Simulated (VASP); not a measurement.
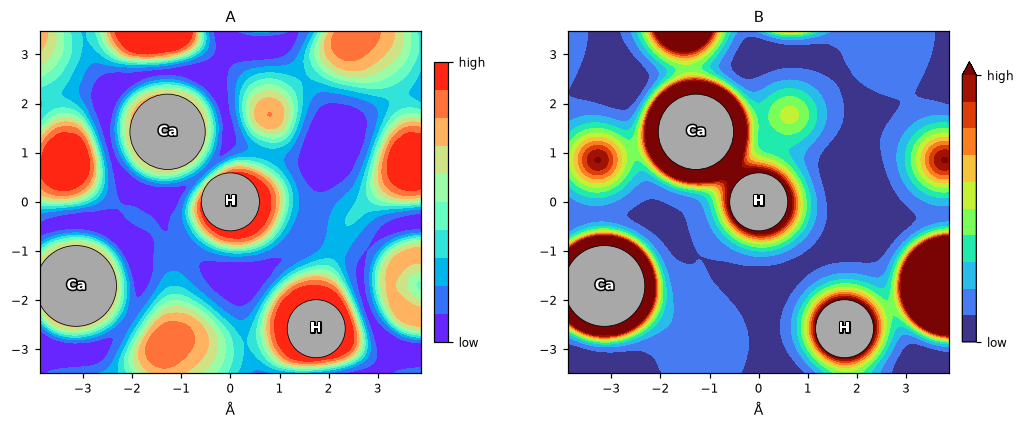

Ca8H15 (cell charge −1, with a compensating background) (cell with a defect): 2 fields on the (001) plane of the calculation cell, with unlabelled colour scales. Grey discs cover the atomic cores.

Not relaxed (largest force 1.8 eV/Å).

All numbers below come from VASP 6.6.1, Kohn-Sham DFT of a periodic cell, PBEsol, VASP PAW PBE potentials, recommended.

**Which field does each panel show? The fields are: electron localisation function and valence pseudo-density.**

Panel A: electron localisation function. Panel B: valence pseudo-density. From the grid: Ca–H (1.92 Å): the density is about 0.56 e/Å³ at the midpoint; the ELF climbs to about 1 towards the hydrogen.
